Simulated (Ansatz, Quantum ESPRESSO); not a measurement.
# NaF (Villiaumite): from Born charge to LO-TO splitting

Wanted: the LO mode of NaF (Villiaumite) from the TO mode and the field response.

Program: Quantum ESPRESSO 8.0 development, patched. Level of theory: DFT LDA, scalar-relativistic, plane waves, PseudoDojo norm-conserving pseudopotentials. Results are calculated unless marked as measured.

**1. The relaxed structure**

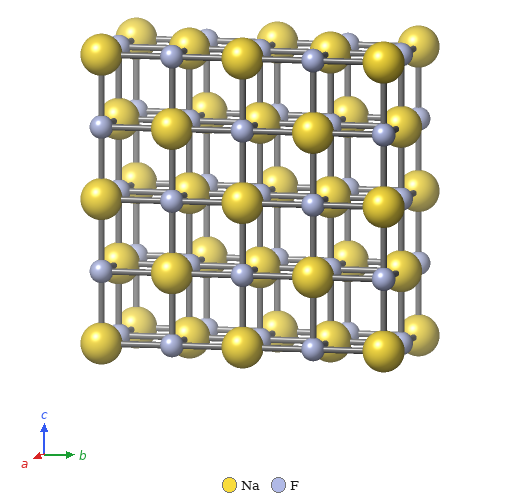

Start, viewed slightly off an axis; sodium yellow, fluorine light blue. 1×2×2 cells are drawn. This picture shows the conventional cell, with its axes. Some periodic images of atoms are drawn too.

This is the cell after its relaxation at this level of theory, not the database cell from which that began.

**2. What the response run gave**

A linear-response run on the relaxed cell, with the response to an electric field; only its zone-centre results are used. Cutoff 88 Ry, k mesh 8×8×8.

What it wrote:

```text
[banners, grids, parts of the stress and lines that vanish by symmetry left out]
Program PHONON v.8.0dev
     Dynamical matrices for q-points given in input
     (   1q-points):
[...]
Exchange-correlation= PW
                           (   1   4   0   0   0   0   0)
[...]
kinetic-energy cut-off    =      88.0000  Ry
     charge density cut-off    =     352.0000  Ry
     convergence threshold     =      1.0E-18
[...]
Exchange-correlation= PW
                           (   1   4   0   0   0   0   0)
[...]
q = (   0.0000000   0.0000000   0.0000000 )
     49 Sym.Ops. (with q -> -q+G )
     G cutoff =  645.4679  (  17153 G-vectors)     FFT grid: ( 36, 36, 36)
     number of k points=    29
[...]
Mode symmetry, O_h (m-3m)  point group:
[...]
Dielectric constant
[...]
End of electric fields calculation
          Dielectric constant in cartesian axis
          (       1.931519775      -0.000000000       0.000000000 )
          (      -0.000000000       1.931519775       0.000000000 )
          (       0.000000000       0.000000000       1.931519775 )
          Effective charges (d Force / dE) in cartesian axis without acoustic sum rule applied (asr)
           atom    1  Na    Mean Z*:        0.99883
      Ex  (        0.99883       -0.00000        0.00000 )
      Ey  (       -0.00000        0.99883       -0.00000 )
      Ez  (        0.00000       -0.00000        0.99883 )
           atom    2  F     Mean Z*:       -0.99883
      Ex  (       -0.99883        0.00000        0.00000 )
      Ey  (        0.00000       -0.99883       -0.00000 )
      Ez  (        0.00000       -0.00000       -0.99883 )
          Effective charges Sum: Mean:       -0.00001
[...]
Effective charges (d Force / dE) in cartesian axis with asr applied:
           atom    1  Na    Mean Z*:        0.99883
[...]
atom    2  F     Mean Z*:       -0.99883
[...]
Dielectric constant from finite-differences
          (       1.931477866       0.000000000       0.000000000 )
          (       0.000000000       1.931477866      -0.000000000 )
          (      -0.000000000      -0.000000000       1.931477866 )
[...]
(       0.000000000       0.000000000      -0.000000000 )
          (       0.000000000       0.000000000       0.000000000 )
          (      -0.000000000      -0.000000000      -0.000000000 )
          (       0.000000000       0.000000000       0.000000000 )
          (       0.000000000       0.000000000       0.000000000 )
          (      -0.000000000       0.000000000      -0.000000000 )
          (      -0.000000000      -0.000000000      -0.000000000 )
          (      -0.000000000       0.000000000      -0.000000000 )
[...]
(       0.000000000      -0.000000000       0.000000000 )
          (       0.000000000       0.000000000      -0.000000000 )
          (      -0.000000000      -0.000000000      -0.000000000 )
          (       0.000000000      -0.000000000       0.000000000 )
          (      -0.000000000      -0.000000000       0.000000000 )
[...]
Representation #   1 modes #   1   2   3
[...]
End of self-consistent calculation
     Convergence has been achieved
     Representation #   2 modes #   4   5   6
[...]
End of self-consistent calculation
     Convergence has been achieved
[...]
Dielectric constant in cartesian axis
          (       1.931519775      -0.000000000       0.000000000 )
          (      -0.000000000       1.931519775       0.000000000 )
          (       0.000000000       0.000000000       1.931519775 )
          Effective charges (d Force / dE) in cartesian axis without acoustic sum rule applied (asr)
           atom    1  Na    Mean Z*:        0.99883
      Ex  (        0.99883       -0.00000        0.00000 )
      Ey  (       -0.00000        0.99883       -0.00000 )
      Ez  (        0.00000       -0.00000        0.99883 )
           atom    2  F     Mean Z*:       -0.99883
      Ex  (       -0.99883        0.00000        0.00000 )
      Ey  (        0.00000       -0.99883       -0.00000 )
      Ez  (        0.00000       -0.00000       -0.99883 )
          Effective charges Sum: Mean:       -0.00001
[...]
Effective charges (d Force / dE) in cartesian axis with asr applied:
           atom    1  Na    Mean Z*:        0.99883
[...]
atom    2  F     Mean Z*:       -0.99883
[...]
q = (    0.000000000   0.000000000   0.000000000 )
[...]
freq (    1) =       0.206869 [THz] =       6.900412 [cm-1]
     freq (    2) =       0.206869 [THz] =       6.900412 [cm-1]
     freq (    3) =       0.206869 [THz] =       6.900412 [cm-1]
     freq (    4) =       8.274261 [THz] =     275.999629 [cm-1]
     freq (    5) =       8.274261 [THz] =     275.999629 [cm-1]
     freq (    6) =       8.274261 [THz] =     275.999629 [cm-1]
[...]
Mode symmetry, O_h (m-3m)  point group:
     freq (   1-   3) =          6.9  [cm-1]   --> T_1u G_15  G_4- I
     freq (   4-   6) =        276.0  [cm-1]   --> T_1u G_15  G_4- I

   JOB DONE.
```

| quantity | value |
| --- | --- |
| cell volume Ω (Å³) | 22.818 |
| mass of Na (u) | 22.990 |
| mass of F (u) | 18.998 |
| Born charge of Na, raw (e) | 0.999 |
| Born charge of F, raw (e) | -0.999 |
| ε∞ | 1.931 |
| ω(TO) after the sum rule (cm⁻¹) | 275.9 |

**3. The calculation**

The charges must sum to zero over the cell; taking off their mean, 0.000 e, leaves Z* = 0.999 e on Na. In the polar mode Na moves against F, so the reduced mass is μ = 22.99 × 19.00 / 41.99 = 10.402 u.

A longitudinal wave builds up a field that adds to the restoring force: ω(LO)² = ω(TO)² + 4π Z*² / (μ Ω ε∞), in Hartree atomic units. With μ = 18962 electron masses and Ω = 153.98 bohr³ the second term is 2.2228e-06 Ha², or 107073 cm⁻² (1 Ha = 219474.6 cm⁻¹).

So ω(LO) = √(76137 + 107073) = 428.0 cm⁻¹, and by the Lyddane-Sachs-Teller relation ε₀ = ε∞ (ω(LO)/ω(TO))² = 4.65.

**4. Check against the program**

The analysis program adds the same non-analytic term to the full matrix, here for q along (1 0 0).

What it wrote:

```text
[banner, memory and clock lines left out]
Program DYNMAT v.8.0dev

     Reading Dynamical Matrix from file g.dyn
     ...Force constants read
     ...epsilon and Z* read
     ...Raman cross sections read

     Polarizability (A^3 units)
     multiply by 0.763064 for Clausius-Mossotti correction (not under assume_isolated = 'mt')
         1.691466   -0.000000    0.000000
        -0.000000    1.691466    0.000000
         0.000000    0.000000    1.691466

     IR activities are in (D/A)^2/amu units

# mode   [cm-1]    [THz]      IR
    1     -0.00   -0.0000    0.0000
    2     -0.00   -0.0000    0.0000
    3      0.00    0.0000    0.0000
    4    275.93    8.2721    2.2127
    5    275.93    8.2721    2.2127
    6    428.04   12.8322    2.2127
```

ε₀ comes from the program's run without a direction of q.

| quantity | by hand | program |
| --- | --- | --- |
| ω(LO) (cm⁻¹) | 428.0 | 428.0 |
| ε₀ | 4.65 | 4.65 |

**5. Results**

```
TO mode                    : 275.9 cm⁻¹
LO mode                    : 428.0 cm⁻¹
static dielectric constant : 4.648
```

The LO mode of NaF (Villiaumite) lies at 428 cm⁻¹, 152 cm⁻¹ above the TO mode; the formula meets the program within 0.1 cm⁻¹, as it must for a cubic crystal with one polar mode. ω(LO)² − ω(TO)² goes with Z*²/ε∞: an error of 5 % in ε∞ would move the LO mode by 6.0 cm⁻¹, and semilocal functionals tend to overestimate ε∞. These are harmonic values at zero temperature, at the volume of this functional, for the structure held cubic; stability elsewhere in the zone is no part of this calculation.

[Host names and launcher messages were left out of these logs when they were recorded.]

[Logs are printed without paths, hosts, clocks, repeated set-up lines and the standing remarks that a program may print on its own settings, such as how far it seeks lower states.]

[Hosts, paths, dates, database ids (printed as entryN), source tags and the programs' standing remarks are cut or masked in the printed files.]
